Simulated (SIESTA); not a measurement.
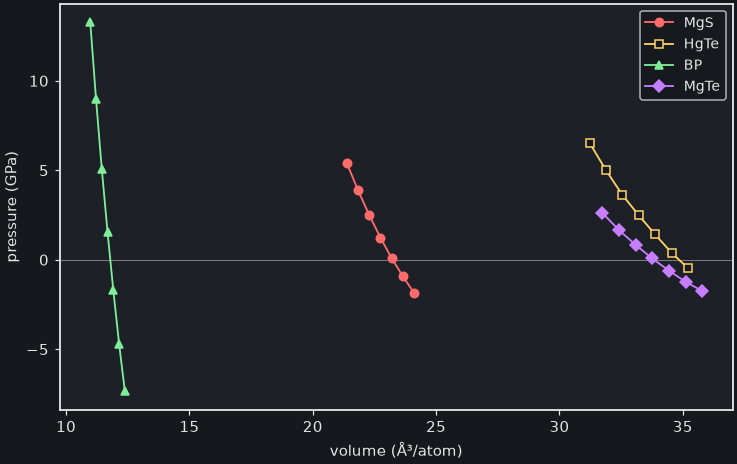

Plotted: pressure against volume, with one curve for each compound, for BP, HgTe, MgS and MgTe (all in space group F-43m (No. 216)).

Method: DFT in numerical atomic orbitals with pseudopotentials, no spin polarisation; energies at scaled volumes of the given cell, shape and fractions fixed, counted from the fit's minimum, third-order Birch-Murnaghan fit (SIESTA 5.4.2). Level: PBEsol.

- occupations: Fermi–Dirac
- smearing width: 0.05 eV
- potentials: PseudoDojo 0.4 standard, converted to PSML, two zetas on semicore shells

Settings that differ: MgS: k mesh 8×8×8; HgTe: k mesh 7×7×7; BP: k mesh 10×10×10; MgTe: k mesh 7×7×7.

Give the values behind the plot as a table.

MgS:
| volume (Å³/atom) | pressure (GPa) |
| --- | --- |
| 21.38 | 5.42 |
| 21.83 | 3.89 |
| 22.29 | 2.51 |
| 22.74 | 1.24 |
| 23.20 | 0.09 |
| 23.65 | −0.92 |
| 24.10 | −1.85 |

HgTe:
| volume (Å³/atom) | pressure (GPa) |
| --- | --- |
| 31.22 | 6.53 |
| 31.89 | 5.00 |
| 32.55 | 3.62 |
| 33.22 | 2.48 |
| 33.88 | 1.41 |
| 34.54 | 0.39 |
| 35.21 | −0.47 |

BP:
| volume (Å³/atom) | pressure (GPa) |
| --- | --- |
| 10.98 | 13.27 |
| 11.21 | 8.98 |
| 11.45 | 5.07 |
| 11.68 | 1.54 |
| 11.92 | −1.71 |
| 12.15 | −4.69 |
| 12.38 | −7.35 |

MgTe:
| volume (Å³/atom) | pressure (GPa) |
| --- | --- |
| 31.74 | 2.62 |
| 32.41 | 1.66 |
| 33.09 | 0.83 |
| 33.76 | 0.07 |
| 34.44 | −0.61 |
| 35.11 | −1.23 |
| 35.79 | −1.75 |

Keep in mind: mulliken charges of long orbitals; short basis over semicore shells (HgTe); spin-orbit coupling left out, heavy elements (HgTe); valence orbitals made in semicore potential (HgTe).
